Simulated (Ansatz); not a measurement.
# Fermi surface of Si₂Ni in space group Fm-3m

Input file:

```yaml
crystal:
  lattice:
    - [0.0, 2.703, 2.703]
    - [2.703, 0.0, 2.703]
    - [2.703, 2.703, 0.0]
  atoms:
    - { symbol: Si, position: [0.25, 0.25, 0.25] }
    - { symbol: Si, position: [0.75, 0.75, 0.75] }
    - { symbol: Ni, position: [0.0, 0.0, 0.0], spin: 2.0 }
basis:
  ecutwfc: 420
kpoints:
  mp_grid: { grid: [12, 12, 12] }
hamiltonian:
  xc: pbe
scf:
  occupations: { method: gaussian, width: 0.05 }
output:
  forces: true
  eigenvalues: true
  eigenstates:
    nscf_kmesh: { grid: [34, 34, 34] }
    top_band: c6
    de_dk: true
    localisation: true
  stress: true
  populations: true
checkpoint:
  write: ck
  compress: false
  write_wavefunctions: false
  write_every: 100000
magnetization:
  spin_polarized: true
```

Command:

```sh
ansatz run input.yaml --threads 1 --pin off --max-ram 3072MiB --backend cpu --events-out ev --progress --plain --runs-dir out
```

These are results of DFT PBE, scalar-relativistic, plane waves, PAW; levels and slopes on a dense k mesh at the converged density (Ansatz), not measurements. Started with collinear moments, which vanished: the result is non-magnetic and both spins have the same bands. Mesh 34×34×34, interpolated with the band slopes. Cell and positions as given, without relaxation (residual pressure 3 GPa).

Part 1: The sheets

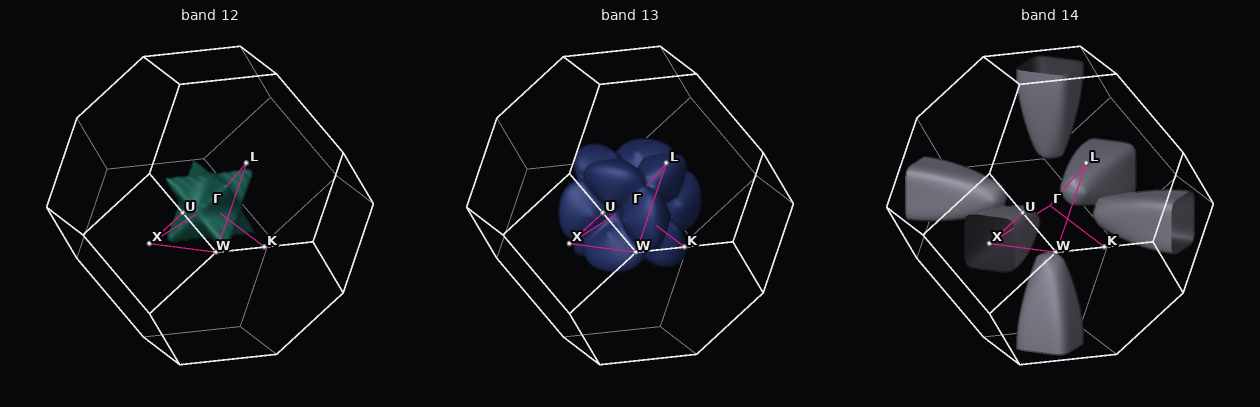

Fermi surface of this crystal. Each panel holds one band. The brighter face of a sheet looks towards empty states.

> Describe the Fermi surface sheet by sheet.

Three bands cross the Fermi level; this is a three-dimensional metal.

Band 12: one hole pocket centred at Γ (1.6 % of the zone).
Band 13: one hole pocket centred at Γ (8.2 % of the zone).
Band 14: three electron pockets centred at X (each 3.3 % of the zone).
A pocket cut by a face of the zone is counted once with the part on the opposite face.

> How large are the density of states and the plasma frequency?

The density of states at the Fermi level is 0.87 states/eV per primitive cell. The intraband plasma frequency is 5.4 eV in all directions.

Part 2: Cuts and bands

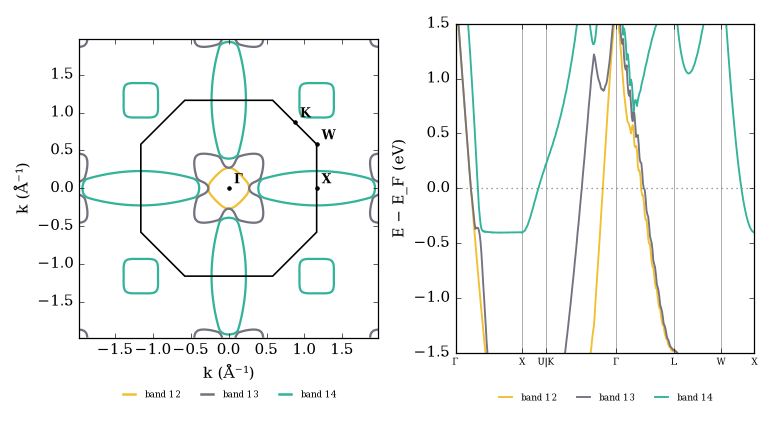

This crystal: cut through the Fermi surface in the plane through Γ, X and W, and the bands that cross the Fermi level.

> For each band, read its level at the labelled points (eV from the Fermi level).

```
   band      Γ      X      L
band 12  above  below  −1.48
band 13  above  below  −1.48
band 14  above  −0.40  above
```

Negative values are filled states; "above" and "below" lie outside the plotted window.

Part 3: Nesting

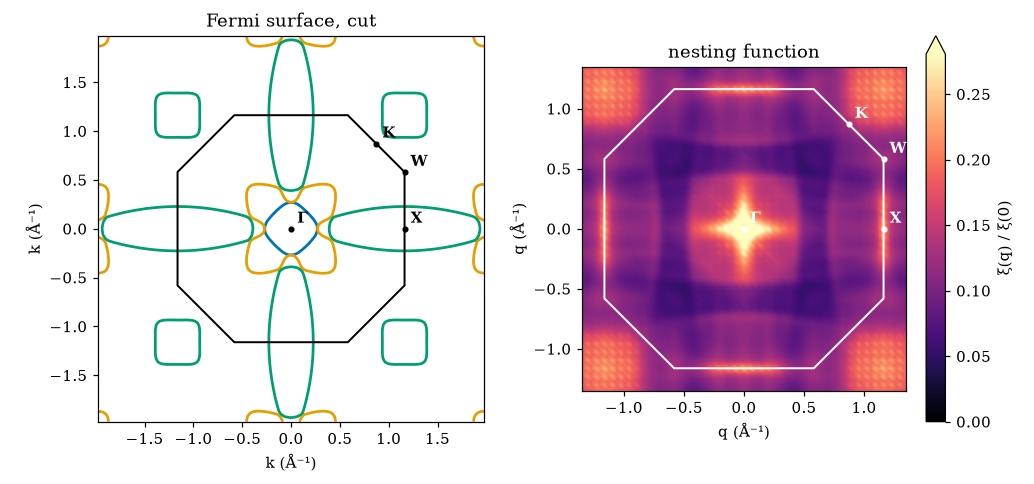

This crystal: a cut of the Fermi surface and the nesting function ξ(q) = Σ δ(ε_k) δ(ε_k+q) over all sheets (each δ a Gaussian as wide as the level changes between mesh points, at least 0.03 eV; heights depend on it), both in the plane through Γ, X and W.

> Where does the nesting function have its highest maximum apart from q = 0?

The highest maximum lies at X, at q = (0.00, −0.50, −0.50) in units of the primitive reciprocal vectors. It reaches 0.26 of the value at q = 0, against a mean of 0.08. A peak of ξ alone doesn't prove an instability there.

Part 4: Weight on the atoms

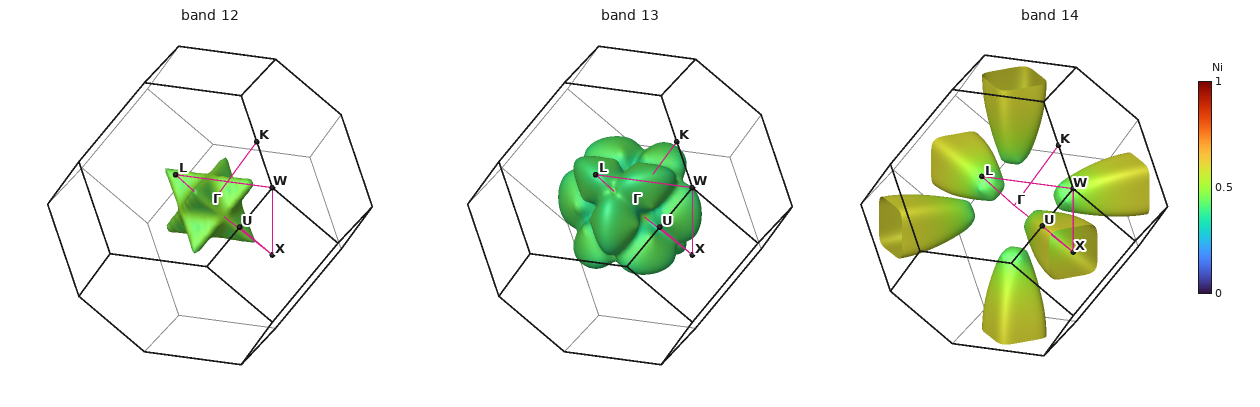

Fermi surface of this crystal, coloured by the weight of the states on Ni (Voronoi cells).

> On which elements do the states at the Fermi level lie?

Band 12: Si (53 %) and Ni (47 %). Band 13: Si (59 %) and Ni (41 %). Band 14: Ni (56 %) and Si (44 %).

Part 5: Speeds

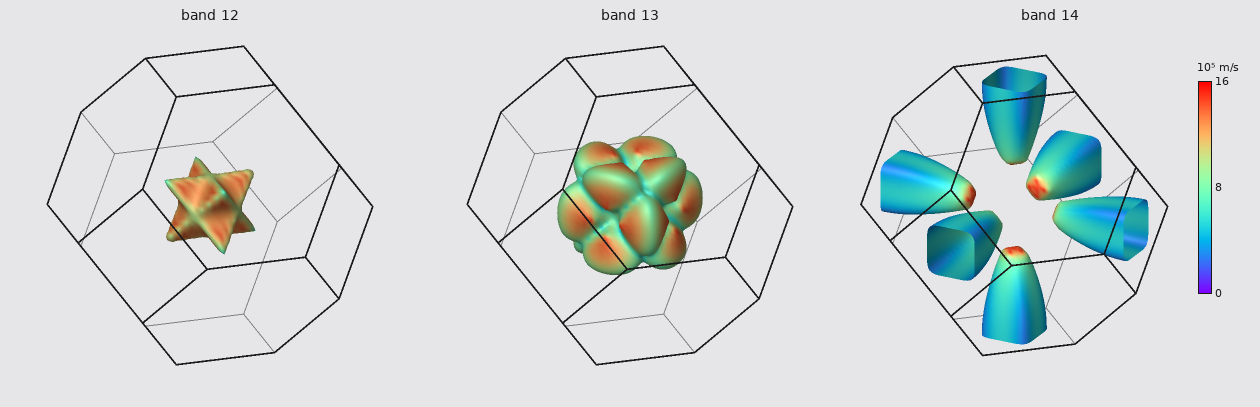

Fermi surface of this crystal, coloured by the Fermi speed.

> How fast are the electrons on each sheet?

Band 12: 9.5 to 14 × 10⁵ m/s over most of the sheet, 12 × 10⁵ m/s on average over states. Band 13: 6.6 to 14 × 10⁵ m/s over most of the sheet, 9.8 × 10⁵ m/s on average over states. Band 14: 3.2 to 12 × 10⁵ m/s over most of the sheet, 5.1 × 10⁵ m/s on average over states.

> Which of these bands adds most to the density of states at the Fermi level?

Band 14, with 0.60 of 0.87 states/eV per cell.

Necks and pockets thinner than about two mesh steps aren't resolved, so separate pockets may in truth be joined.

The run (self-consistency and the dense mesh) took 66 s on 1 thread of AMD EPYC 7R13 Processor (Zen 3), with other jobs on the host, peak memory 0.93 GiB.
